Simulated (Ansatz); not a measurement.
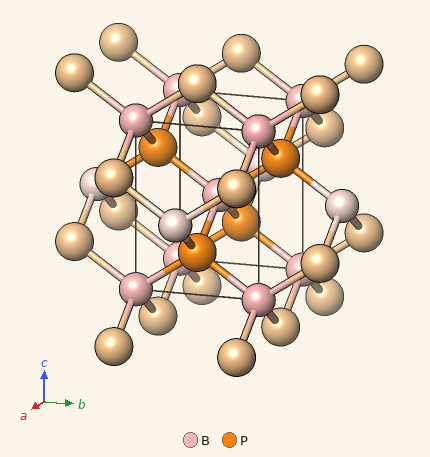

A ball-and-stick rendering, viewed slightly off an axis. The lines enclose the conventional unit cell; boundary atoms appear with their images. Atoms just outside the outline that bond to atoms inside are added, in fainter colours.

BP, space group I-4m2 (No. 119), a = 3.340 Å, b = 3.340 Å, c = 4.460 Å, α = 90.00°, β = 90.00°, γ = 90.00°. The structure was taken from a structure type filled with these elements by a generator (whether the compound takes this form wasn't checked). The cell was then strained or its atoms displaced on purpose. It was the input of a calculation with Ansatz.

This one geometry was computed with Ansatz (DFT, plane waves, PAW) at three levels of theory: PBE, HSE06 and r2SCAN. It was relaxed with r2SCAN and then strained.

### Which level gives the highest pressure at this volume, and what does that say about its equilibrium volume?

Highest: PBE (-8.1 GPa), which points to the largest equilibrium volume. Lowest, with the smallest volume: HSE06 (-10.9 GPa). Levels within 0.5 GPa of each other can't be told apart.

### How does the band gap change with the level of theory?

PBE: a gap of 0.51 eV, indirect; r2SCAN: a gap of 0.64 eV, indirect; HSE06: a gap of 1.34 eV, indirect.

### Collect the results in a table.

| level | cutoff (eV) | k-mesh of the run's cell | gap (eV) | pressure (GPa) |
| --- | --- | --- | --- | --- |
| PBE | 420 | 10×10×10 | 0.51 | -8.1 |
| HSE06 | 420 | 6×6×6 | 1.34 | -10.9 |
| r2SCAN | 500 | 10×10×10 | 0.64 | -9.6 |

Gaps are taken on the k-mesh or band path of each run.
